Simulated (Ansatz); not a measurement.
Read the following structure.

```cif
data_structure
_symmetry_space_group_name_H-M 'P 63 m c'
_symmetry_Int_Tables_number 186
_cell_length_a 3.7872
_cell_length_b 3.7872
_cell_length_c 6.2601
_cell_angle_alpha 90.000
_cell_angle_beta 90.000
_cell_angle_gamma 120.000
_cell_volume 77.76
loop_
_atom_site_label
_atom_site_type_symbol
_atom_site_symmetry_multiplicity
_atom_site_Wyckoff_symbol
_atom_site_fract_x
_atom_site_fract_y
_atom_site_fract_z
_atom_site_occupancy
Si1 Si 2 b 0.66667 0.33333 0.87426 1
Ge1 Ge 2 b 0.66667 0.33333 0.50074 1
```

### Describe what this structure looks like.

The structure is one of SiGe. The structure has P6_3mc (No. 186) symmetry and a primitive hexagonal lattice. In terms of structure types, this is wurtzite. One cell contains 2 Si, 2 Ge, 4 atoms in all. The Si atoms are each bonded to four Ge in a tetrahedral arrangement at 2.33 to 2.34 Å. The neighbours of Ge are four Si in a tetrahedral arrangement at 2.33 to 2.34 Å. The bonds build a three-dimensional framework.

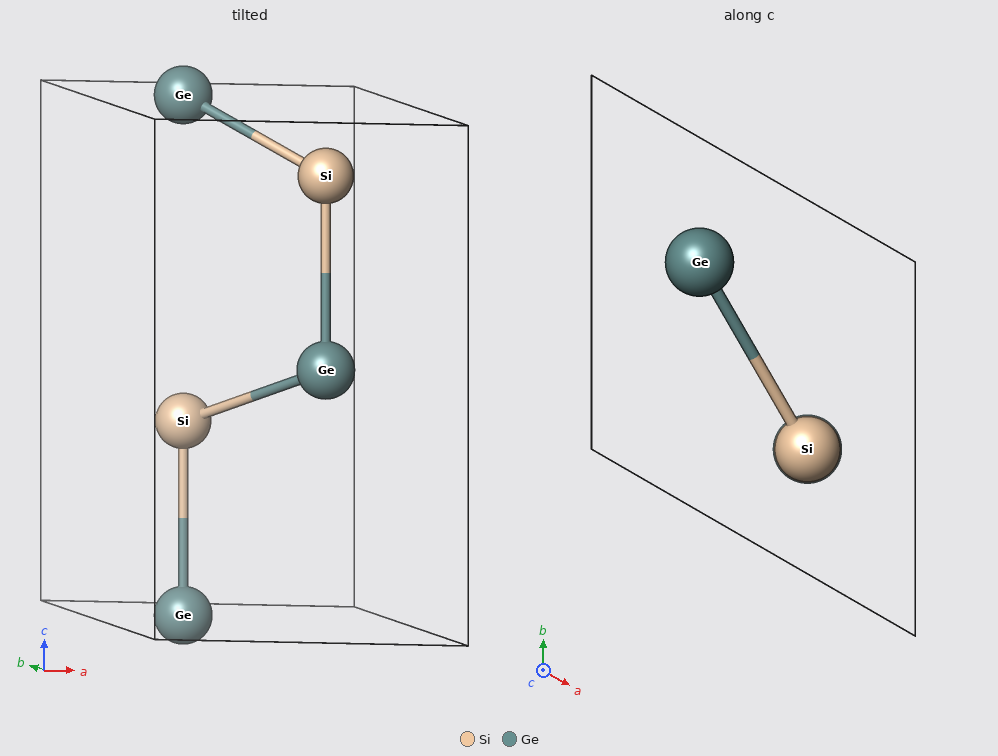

This ball-and-stick model is shown slightly off an axis and along the c axis. The conventional unit cell is outlined; an atom on or near a face, edge or corner is repeated at each equivalent position.

The cell started as a structure listed in the Materials Project. The cell was then strained or its atoms displaced on purpose. It was run through Ansatz as a DFT input.

At this level of theory the cell isn't at rest (compressed, at 9 GPa), so its distances can differ from those at equilibrium, the more so the softer the solid.
